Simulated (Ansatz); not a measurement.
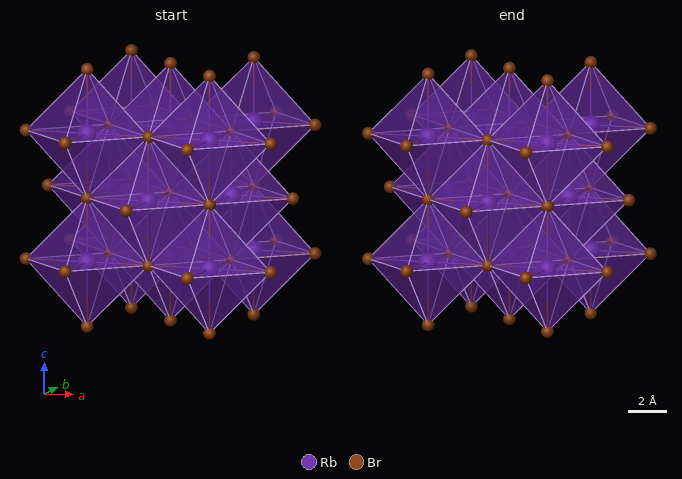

The structure of crystalline RbBr (built on the measured structure type) before (left) and after (right) a relaxation, at one scale.

Style: polyhedral. Shown: the conventional cell (4 times the calculation's cell), slightly off an axis. Lengths and directions refer to the drawn axes.

Method: Ansatz, DFT, PBEsol, plane waves, PAW. (plane-wave cutoff 420 eV; k-point mesh 6 × 6 × 6; occupations fermi dirac; smearing width 0.02 eV; no spin polarisation; cell and atoms relaxed; force threshold 0.005 eV/Å)

Describe what moved and what it gained.

Answer. Over 3 accepted moves (4 points after the start) the energy falls by 9.0 meV per atom. All forces vanish by symmetry, so only the cell relaxes. Pressure: −0.86 GPa at the start and −0.01 GPa at the end. The SCF was repeated once at an unchanged geometry on a basis and grid sized afresh for the cell, which shifted the energy by 0.1 meV per atom at most. The atoms keep their places relative to the cell (all moves are under 0.005 Å). The drawn cell changes as follows: a = b = c 7.017 → 6.846 Å (−2.4 %); the volume changes by −7.1 %. Some distances before and after: Br–Rb 3.509 → 3.423 Å. The space group stays Fm-3m (No. 225). The run took roughly 6 core-seconds on a shared host.
